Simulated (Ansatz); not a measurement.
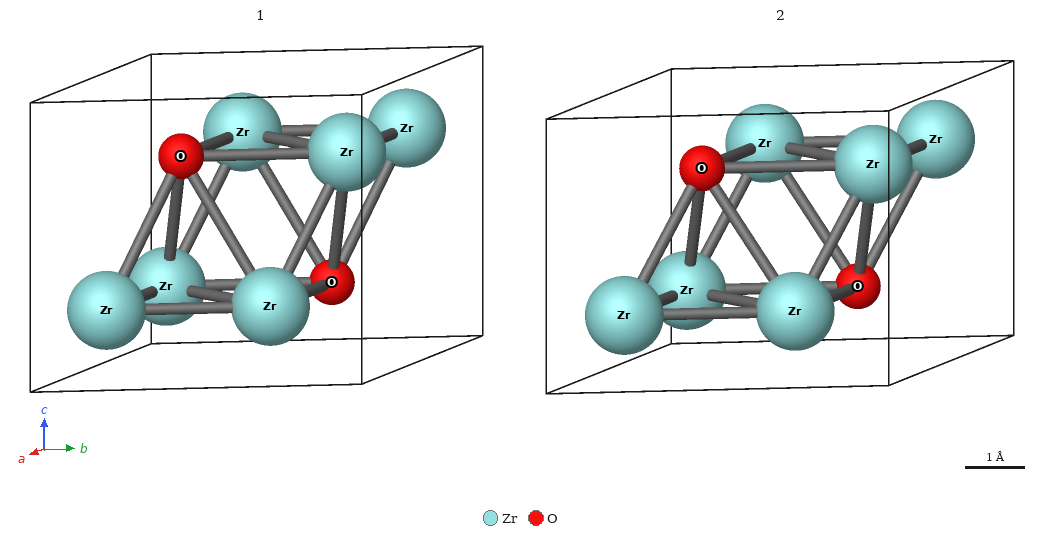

Two geometries of crystalline Zr3O (built on the Ni3Sn (D0 type) (coarse preliminary run), drawn at one scale. One is the start of a relaxation, the other its converged end. Style: ball-and-stick. Shown: the cell of the calculation, slightly off an axis.

The calculation used DFT r2SCAN, scalar-relativistic, plane waves, PAW in Ansatz. Set-up: plane-wave cutoff 500 eV; k-point mesh 3 × 3 × 4; occupations gaussian; smearing width 0.1 eV; no spin polarisation; cell and atoms relaxed; force threshold 0.04 eV/Å; at most 70 steps.

Which geometry has the lower energy?

Structure 1 is the relaxed one. Case: Ni3Sn (D0_19) type (P6_3/mmc, No. 194). The largest moves relative to the cell, 0.014 Å, are those of Zr atoms. O stays in place. Cell: a = b 5.931 → 5.741 Å (−3.2 %), c 4.760 → 5.017 Å (+5.4 %). Volume −1.3 %. Among the contacts that change: Zr–Zr 2.959 → 2.841 Å, O–Zr 2.965 → 2.870 Å, Zr–Zr 2.934 → 3.016 Å, Zr–Zr 2.971 → 2.900 Å. The space group stays P6_3/mmc (No. 194). Over 4 accepted moves (6 points after the start) the energy falls by 29.1 meV per atom. The largest force component goes from 0.71 to 0.01 eV/Å. The pressure goes from −0.91 to 0.03 GPa. The line search rejected the trial step at point 1 of the run. The SCF was repeated once at an unchanged geometry on a basis and grid sized afresh for the cell, which shifted the energy by less than 0.05 meV per atom at most. Cost: 95 s on 1 thread of Arm Neoverse V1 (shared host), peak memory 0.79 GiB.
